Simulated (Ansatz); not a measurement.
**What a change does: geometry relaxation on SiC**

System: SiC (P6₃mc, 12 atoms in the cell).
Method of run 1: DFT PBE, scalar-relativistic, plane waves, PAW, no spin polarisation (Ansatz 0.2.0).

The structure derives from a Materials Project entry. Text and figures count atoms from 1; the logs count them from 0 in places.

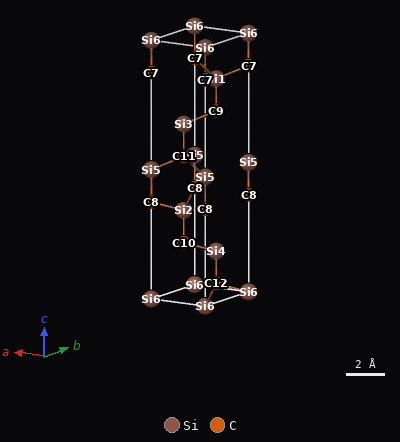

**Figure 1.** The input geometry (ball-and-stick view of the cell of the calculation, seen at an oblique angle; atoms are numbered from 1 in the order of the input). Near neighbours in the crystal (not all of them lie inside the picture): Si has 4 C at 1.88 to 1.89 Å; C has 4 Si at 1.88 to 1.89 Å.

## Input file, run 1
```yaml
crystal:
  lattice:
    - [3.07662101, 0.0, 0.0]
    - [-1.53831051, 2.66443195, 0.0]
    - [0.0, 0.0, 15.09808432]
  atoms:
    - { symbol: Si, position: [0.33333333, 0.66666667, 0.83298615] }
    - { symbol: Si, position: [0.66666667, 0.33333333, 0.33298615] }
    - { symbol: Si, position: [0.66666667, 0.33333333, 0.6665006] }
    - { symbol: Si, position: [0.33333333, 0.66666667, 0.1665006] }
    - { symbol: Si, position: [0.0, 0.0, 0.49972942] }
    - { symbol: Si, position: [0.0, 0.0, 0.99972942] }
    - { symbol: C, position: [0.0, 0.0, 0.87436641] }
    - { symbol: C, position: [0.0, 0.0, 0.37436641] }
    - { symbol: C, position: [0.33333333, 0.66666667, 0.70799678] }
    - { symbol: C, position: [0.66666667, 0.33333333, 0.20799678] }
    - { symbol: C, position: [0.66666667, 0.33333333, 0.54152164] }
    - { symbol: C, position: [0.33333333, 0.66666667, 0.04152164] }
basis:
  ecutwfc: 420
kpoints:
  mp_grid: { grid: [12, 12, 2] }
hamiltonian:
  xc: pbe
scf:
  occupations: { method: gaussian, width: 0.02 }
output:
  forces: true
  stress: true
  eigenvalues: true
relax:
  adjacent_minimum: "off"
  f_tol: 0.005
  max_steps: 80
  cell: { stress_tol: 0.05 }
```

Launched with:
```bash
ansatz run input.yaml --threads 8 --pin off --max-ram 20480MiB --backend cpu --events-out ev --progress --plain --runs-dir out
```

Hardware: 8 threads of Intel Xeon @ 2.10GHz (Emerald Rapids), 189 GiB of memory available, shared host.

## Output, shortened to warnings, some set-up lines, iterations and results (run 1)
```
Basis set: ecut = 420 eV, 2415 PW (Γ), exchange–correlation on 48×48×216 points (8 copies of the dense FFT grid, shifted against one another)
Symmetry: 12 space group operations
k-points: 38 of 288
Initial density: superposition of atomic densities (neutral atoms: chi_scale 0, normalization atom), corrected by the library's trained network
[...]
SCF iter   1: F=—  HF=-5322.942908 eV  |F-HF|=—  |Δ(HF+E_count)|=         —  Δρ=2.63e-3  dr2=8.96e-3  ethr=1.77e-3  ⟨swp⟩=6.9  Hψ=7075  notcnv=0  defer=17
SCF iter   2: F=—  HF=-5322.942534 eV  |F-HF|=—  |Δ(HF+E_count)|=   3.74e-4  Δρ=7.30e-4  dr2=3.01e-4  ethr=1.87e-5  ⟨swp⟩=2.2  Hψ=2633  notcnv=0  defer=261
SCF iter   3: F=—  HF=-5322.942845 eV  |F-HF|=—  |Δ(HF+E_count)|=   3.12e-4  Δρ=2.90e-4  dr2=4.19e-5  ethr=6.26e-7  ⟨swp⟩=2.6  Hψ=2097  notcnv=0  defer=261
SCF iter   4: F=—  HF=-5322.942907 eV  |F-HF|=—  |Δ(HF+E_count)|=   6.13e-5  Δρ=3.96e-5  dr2=4.75e-6  ethr=8.73e-8  ⟨swp⟩=2.0  Hψ=1997  notcnv=0  defer=261
SCF iter   5: F=—  HF=-5322.942907 eV  |F-HF|=—  |Δ(HF+E_count)|=   6.69e-8  Δρ=1.40e-5  dr2=1.61e-7  ethr=9.90e-9  ⟨swp⟩=2.1  Hψ=1748  notcnv=0  defer=261
[... 54 lines ...]
SCF iter   4: F=—  HF=-5322.969586 eV  |F-HF|=—  |Δ(HF+E_count)|=  7.00e-11  Δρ=5.23e-7  dr2=1.49e-10  ethr=3.18e-12  ⟨swp⟩=2.0  Hψ=2134  notcnv=0
SCF iter   5: F=-5322.969586 eV  HF=-5322.969586 eV  |F-HF|=1.82e-12  |Δ(HF+E_count)|=  1.82e-11  Δρ=1.32e-7  dr2=9.23e-12  ethr=1.00e-12  ⟨swp⟩=1.0  Hψ=1368  notcnv=0
SCF iter   6: F=-5322.969586 eV  HF=-5322.969586 eV  |F-HF|=0.00e0  |Δ(HF+E_count)|=  2.73e-12  Δρ=6.53e-8  dr2=2.75e-12  ethr=1.00e-12  ⟨swp⟩=2.4  Hψ=3979  notcnv=0
SCF 8 converged in 6 iterations: F = -5322.969586 eV  dr2 = 2.75e-12
relax step   8: F+E_penalty+E_count = -5322.96958580 eV  Δ(F+E_penalty+E_count) = -6.399e-5 eV  max|allowed force component| = 7.093e-5 eV/Å  Δτ_max = 0.0000 Å  P = +0.001 …
basis re-selected at this cell: Δ(F+E_penalty+E_count) = -6.399e-5 eV, ΔP = +0.000 GPa vs the last step (what re-selecting the basis moved, of the pressure what is left beyond the Pulay correction that the steps carried, after the strain that the cell walked since its last selection, with what the …
SCF converged after 6 iterations
Free energy (F): -5322.969586 eV
Harris-Foulkes:  -5322.969586 eV  (|F-HF|=0.00e0)
Internal energy: -5322.969586 eV  (E = F + TS)
E sigma→0 (E₀):  -5322.969586 eV
Fermi energy:    10.356643 eV
--- Per-component energies (eV) ---
  E_band       = 165.141917
  E_kinetic    = 809.593039
  E_local      = -633.370429  (includes V_loc(G=0)·N_el)
  E_nonlocal   = 309.949392
  E_hartree    = 194.021660
  E_xc         = -631.496959
  E_vxc        = -654.242355  (∫ρ·V_xc dr)
  E_paw        = -3672.107932  (= ΣΔE_a)
  E_vpaw       = -54.831129  (= ΣTr[D̂ρ^β])
  E_aug_tail   = 0.000071  (compensation charges beyond the density's cutoff)
  E_ewald      = -1699.558428
  E_smearing   = -0.000000  (= −TS)
  E_closure    = -0.000000  (closes the sum)
  Σ components = -5322.969586   (vs F -5322.969586, Δ=0.00e0)
--- Forces (eV/Å), atoms counted from 1 ---
  atom   1  Si    -0.00000000     0.00000000     0.00006679
  atom   2  Si     0.00000000    -0.00000000     0.00006679
  atom   3  Si    -0.00000000     0.00000000     0.00006325
  atom   4  Si     0.00000000    -0.00000000     0.00006325
  atom   5  Si    -0.00000000     0.00000000     0.00006117
  atom   6  Si     0.00000000    -0.00000000     0.00006117
  atom   7  C      0.00000000    -0.00000000    -0.00005832
  atom   8  C     -0.00000000     0.00000000    -0.00005832
  atom   9  C      0.00000000    -0.00000000    -0.00007102
  atom  10  C     -0.00000000     0.00000000    -0.00007102
  atom  11  C      0.00000000    -0.00000000    -0.00006243
  atom  12  C     -0.00000000     0.00000000    -0.00006243
  max |Σ_I F_I| component: 1.11e-6 eV/Å
--- Stress (GPa, compression-positive) ---
        0.000666      -0.000000      -0.000000
       -0.000000       0.000666      -0.000000
       -0.000000      -0.000000       0.001555
  P = ⅓ Tr σ = 0.0010 GPa (0.010 kbar)
--- Relaxed structure (6 steps of the walk, 6 accepted, 2 SCFs on fresh bases) ---
[...]
```

The input of run 2 differs as follows (lines with − go, lines with + come):
```diff
-  ecutwfc: 420
+  ecutwfc: "450 eV"
-  f_tol: 0.005
+  f_tol: 0.001
+  max_displacement: 0.3
```

Predict how the results change.

The free energy of run 2 is 1.1 meV per atom lower, which measures how much it depends on this numerical setting. More plane waves can only lower the energy of a fixed Hamiltonian, so the higher cutoff gives the lower value. The SCF takes 36 iterations over all geometry steps against 48.

## Output, shortened to warnings, some set-up lines, iterations and results (run 2)
```
Basis set: ecut = 450 eV, 2705 PW (Γ), exchange–correlation on 48×48×216 points (8 copies of the dense FFT grid, shifted against one another)
Symmetry: 12 space group operations
k-points: 38 of 288
Initial density: superposition of atomic densities (neutral atoms: chi_scale 0, normalization atom), corrected by the library's trained network
[...]
SCF iter   1: F=—  HF=-5322.956707 eV  |F-HF|=—  |Δ(HF+E_count)|=         —  Δρ=2.59e-3  dr2=8.67e-3  ethr=1.77e-3  ⟨swp⟩=6.9  Hψ=7100  notcnv=0  defer=22
SCF iter   2: F=—  HF=-5322.956318 eV  |F-HF|=—  |Δ(HF+E_count)|=   3.89e-4  Δρ=7.42e-4  dr2=3.07e-4  ethr=1.81e-5  ⟨swp⟩=2.3  Hψ=2625  notcnv=0  defer=261
SCF iter   3: F=—  HF=-5322.956597 eV  |F-HF|=—  |Δ(HF+E_count)|=   2.79e-4  Δρ=2.90e-4  dr2=4.23e-5  ethr=6.39e-7  ⟨swp⟩=2.5  Hψ=2073  notcnv=0  defer=261
SCF iter   4: F=—  HF=-5322.956636 eV  |F-HF|=—  |Δ(HF+E_count)|=   3.82e-5  Δρ=3.75e-5  dr2=4.15e-6  ethr=8.81e-8  ⟨swp⟩=2.0  Hψ=1995  notcnv=0  defer=261
SCF iter   5: F=—  HF=-5322.956636 eV  |F-HF|=—  |Δ(HF+E_count)|=   1.30e-7  Δρ=1.36e-5  dr2=1.59e-7  ethr=8.65e-9  ⟨swp⟩=2.1  Hψ=1756  notcnv=0  defer=261
[... 38 lines ...]
SCF iter   4: F=—  HF=-5322.983370 eV  |F-HF|=—  |Δ(HF+E_count)|=   1.72e-8  Δρ=4.67e-7  dr2=1.63e-10  ethr=7.94e-12  ⟨swp⟩=2.0  Hψ=2280  notcnv=0
SCF iter   5: F=-5322.983370 eV  HF=-5322.983370 eV  |F-HF|=1.36e-11  |Δ(HF+E_count)|=  2.09e-11  Δρ=1.44e-7  dr2=2.63e-11  ethr=1.00e-12  ⟨swp⟩=1.3  Hψ=1584  notcnv=0
SCF iter   6: F=-5322.983370 eV  HF=-5322.983370 eV  |F-HF|=3.64e-12  |Δ(HF+E_count)|=  9.09e-13  Δρ=3.93e-8  dr2=3.30e-12  ethr=1.00e-12  ⟨swp⟩=3.3  Hψ=4466  notcnv=0
SCF 6 converged in 6 iterations: F = -5322.983370 eV  dr2 = 3.30e-12
relax step   6: F+E_penalty+E_count = -5322.98336971 eV  Δ(F+E_penalty+E_count) = -1.249e-3 eV  max|allowed force component| = 2.283e-5 eV/Å  Δτ_max = 0.0000 Å  P = +0.022 …
basis re-selected at this cell: Δ(F+E_penalty+E_count) = -1.249e-3 eV, ΔP = +0.022 GPa vs the last step (what re-selecting the basis moved, of the pressure what is left beyond the Pulay correction that the steps carried, after the strain that the cell walked since its last selection, with what the …
SCF converged after 6 iterations
Free energy (F): -5322.983370 eV
Harris-Foulkes:  -5322.983370 eV  (|F-HF|=3.64e-12)
Internal energy: -5322.983370 eV  (E = F + TS)
E sigma→0 (E₀):  -5322.983370 eV
Fermi energy:    10.357899 eV
--- Per-component energies (eV) ---
  E_band       = 165.196296
  E_kinetic    = 809.477588
  E_local      = -633.422178  (includes V_loc(G=0)·N_el)
  E_nonlocal   = 310.189536
  E_hartree    = 194.026520
  E_xc         = -631.460711
  E_vxc        = -654.192928  (∫ρ·V_xc dr)
  E_paw        = -3672.177476  (= ΣΔE_a)
  E_vpaw       = -54.908809  (= ΣTr[D̂ρ^β])
  E_aug_tail   = 0.000054  (compensation charges beyond the density's cutoff)
  E_ewald      = -1699.616704
  E_smearing   = -0.000000  (= −TS)
  E_closure    = 0.000000  (closes the sum)
  Σ components = -5322.983370   (vs F -5322.983370, Δ=0.00e0)
--- Forces (eV/Å), atoms counted from 1 ---
  atom   1  Si     0.00000000     0.00000000     0.00000804
  atom   2  Si    -0.00000000    -0.00000000     0.00000804
  atom   3  Si     0.00000000     0.00000000    -0.00000877
  atom   4  Si    -0.00000000    -0.00000000    -0.00000877
  atom   5  Si     0.00000000     0.00000000     0.00000539
  atom   6  Si    -0.00000000    -0.00000000     0.00000539
  atom   7  C      0.00000000    -0.00000000     0.00000816
  atom   8  C     -0.00000000     0.00000000     0.00000816
  atom   9  C     -0.00000000    -0.00000000     0.00001005
  atom  10  C      0.00000000     0.00000000     0.00001005
  atom  11  C     -0.00000000    -0.00000000    -0.00002282
  atom  12  C      0.00000000     0.00000000    -0.00002282
  max |Σ_I F_I| component: 9.64e-8 eV/Å
--- Stress (GPa, compression-positive) ---
        0.022145       0.000000      -0.000000
        0.000000       0.022145       0.000000
       -0.000000       0.000000       0.021958
  P = ⅓ Tr σ = 0.0221 GPa (0.221 kbar)
--- Relaxed structure (5 steps of the walk, 5 accepted, 1 SCFs on fresh bases) ---
[...]
```

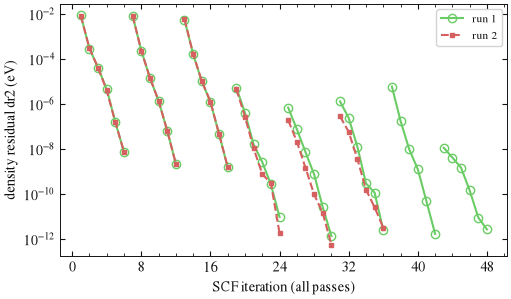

**Figure 2.** Convergence of the two runs: density residual dr2 against the SCF iteration. A break in a curve parts two SCF passes. Run 1 takes 48 iterations in all, and run 2 takes 36.

## The two runs side by side

| quantity | run 1 | run 2 |
| --- | --- | --- |
| outcome | converged | converged |
| free energy per atom (eV) | −443.5808 | −443.5819 |
| gap on the mesh (eV) | 2.03 | 2.03 |
| pressure (GPa) | 0.00 | 0.02 |
| largest force (eV/Å) | 0.000 | 0.000 |
| SCF iterations | 48 | 36 |
| irreducible k-points | 38 | 38 |
| wall time (shared host) | 84 s | 84 s |
